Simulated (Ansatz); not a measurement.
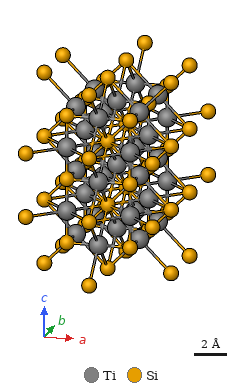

Starting structure of a crystal of Ti$_{3}$Si$_{2}$ (a generated structure, set up in Pm-3m) (coarse preliminary run). A ball-and-stick model of the cell of the calculation, repeated 1 × 2 × 2 with one cell outlined, seen slightly off an axis.

Computed with Ansatz 0.2.0, DFT PBE, scalar-relativistic, plane waves, PAW.

The input:
```yaml
crystal:
  lattice:
    - [4.21430392, 0.0, 0.0]
    - [0.0, 4.21430392, 0.0]
    - [0.0, 0.0, 4.21430392]
  atoms:
    - { symbol: Ti, position: [0.5, 0.0, 0.0] }
    - { symbol: Ti, position: [0.0, 0.5, 0.0] }
    - { symbol: Ti, position: [0.0, 0.0, 0.5] }
    - { symbol: Si, position: [0.0, 0.0, 0.0] }
    - { symbol: Si, position: [0.5, 0.5, 0.5] }
basis:
  ecutwfc: 420
kpoints:
  mp_grid: { grid: [4, 4, 4] }
hamiltonian:
  xc: pbe
scf:
  occupations: { method: gaussian, width: 0.1 }
  lower_state_search: "off"
output:
  forces: true
  stress: true
  eigenvalues: true
relax:
  adjacent_minimum: "off"
  f_tol: 0.04
  max_steps: 70
  cell: { stress_tol: 0.4 }
```

Launched with:
```bash
ansatz run input.yaml --threads 1 --pin off --max-ram 2560MiB --backend cpu --events-out ev --progress --plain --runs-dir out
```

### What does the optimiser find from here?

No atom moves by more than 0.005 Å relative to the cell. Cell: a = b = c 4.214 → 4.551 Å (+8.0 %). Volume +25.9 %. Among the contacts that change: Ti1–Ti2 2.980 → 3.218 Å, Ti1–Si5 2.980 → 3.218 Å, Ti1–Si4 2.107 → 2.276 Å. The space group stays Pm-3m (No. 221). After 4 accepted moves (6 points after the start) the energy has fallen by 337 meV per atom. All forces vanish by symmetry, so only the cell relaxes. The pressure goes from 33.50 to 0.05 GPa. At 2 points the geometry stayed and the basis and grid were re-selected for the new cell (energy shift of 3.2 meV per atom at most each time).

Final geometry:

```
Ti Si
1.0
     4.55104    0.00000    0.00000
     0.00000    4.55104    0.00000
     0.00000    0.00000    4.55104
Ti Si
3 2
Direct
  0.50000 0.00000 0.00000
  0.00000 0.50000 0.00000
  0.00000 0.00000 0.50000
  0.00000 0.00000 0.00000
  0.50000 0.50000 0.50000
```

After the run, drawn alike:

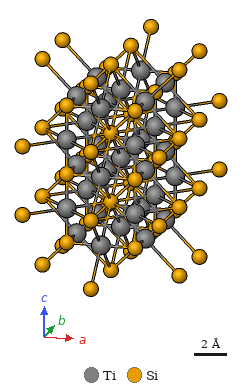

Limits of the set-up: the k-point mesh is coarse for a cell with partly filled bands.
